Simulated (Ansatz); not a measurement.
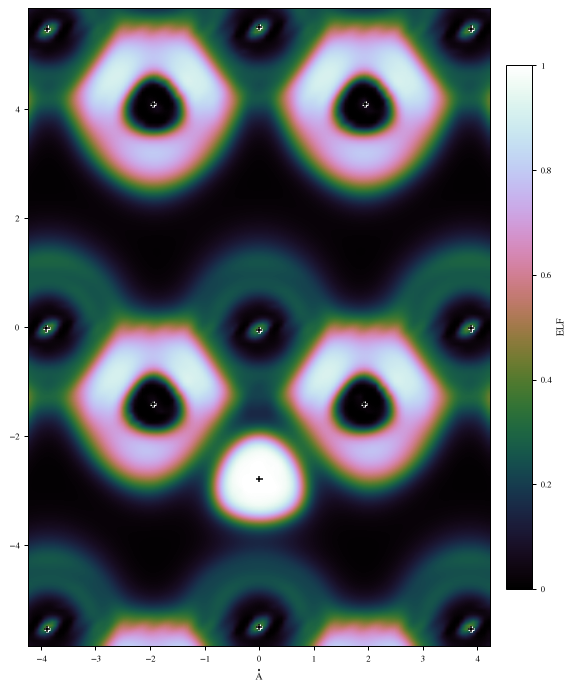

The ELF on a plane through atoms (crosses mark nuclei in the plane).

Level of theory: DFT PBE, scalar-relativistic, plane waves, PAW in Ansatz.

Candidates:
A. Ti8Si17 (cell with a defect), a = 7.65 Å, b = 7.65 Å, c = 7.65 Å, α = 102.13°, β = 111.97°, γ = 114.56°. Computed without spin polarisation.
B. SnSe, a = 11.79 Å, b = 4.21 Å, c = 4.57 Å, α = 90.00°, β = 90.00°, γ = 90.00°. Space group Pnma.
C. Ga8P8H (cell charge −1, with a compensating background) (cell with a defect), a = 7.79 Å, b = 7.79 Å, c = 7.79 Å, α = 60.00°, β = 60.00°, γ = 60.00°. 

Which system is this?

Answer. Candidate C: Ga8P8H on the (011̄) plane of the calculation cell, which holds Ga, P and H. P–H (2.36 Å): the ELF climbs to about 1 towards the hydrogen, as it does in any bond to H. Ga–P (2.39 Å): the ELF peaks at about 0.90 in the valence shell of P, 0.9 Å from its nucleus, and is about 0.75 at the midpoint.
